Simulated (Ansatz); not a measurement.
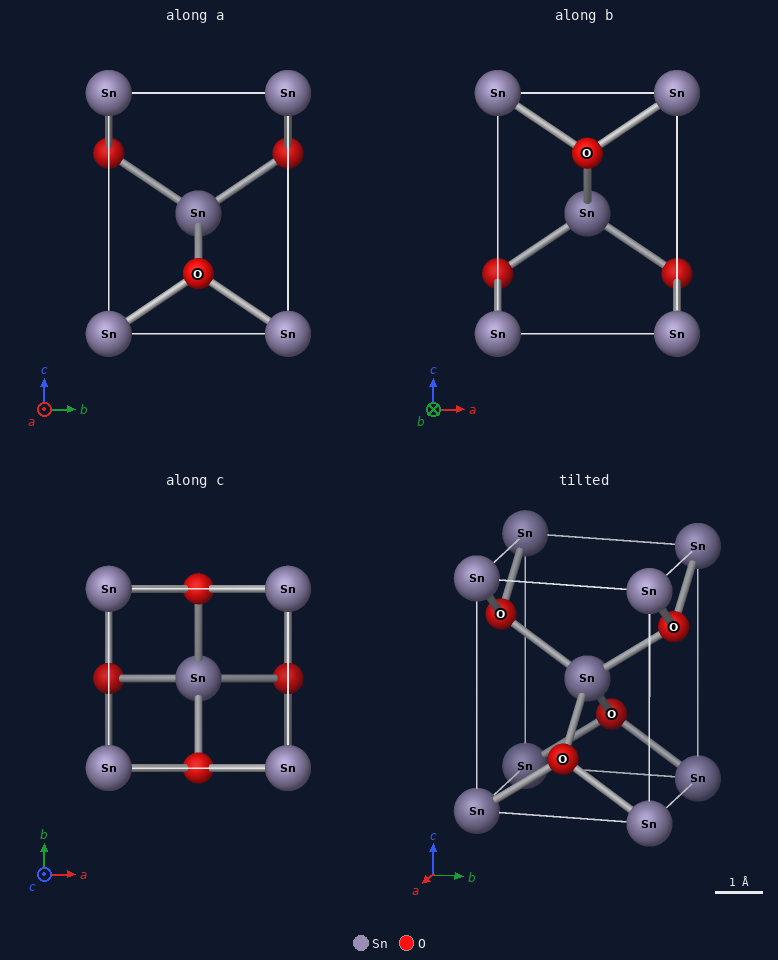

View along the a axis, along the b axis, along the c axis and slightly off an axis, drawn as a ball-and-stick model. The edges of the conventional unit cell are marked.

Lattice parameters: a = 3.830 Å, b = 3.830 Å, c = 5.146 Å, α = 90.00°, β = 90.00°, γ = 90.00°.

Give the structure in the form of a table of Wyckoff sites.

Space group I-4m2 (No. 119).
```
atom  site       x       y       z
  Sn    2a  0.0000  0.0000  0.0000
   O    2c  0.5000  0.0000  0.7500
```

Its origin is a structure type filled with these elements by a generator (whether the compound takes this form wasn't checked). The cell was then strained or its atoms displaced on purpose. An electronic-structure calculation with Ansatz was run on it.

At this level of theory the cell isn't at rest (compressed, at 6 GPa), so its distances can differ from those at equilibrium, the more so the softer the solid.
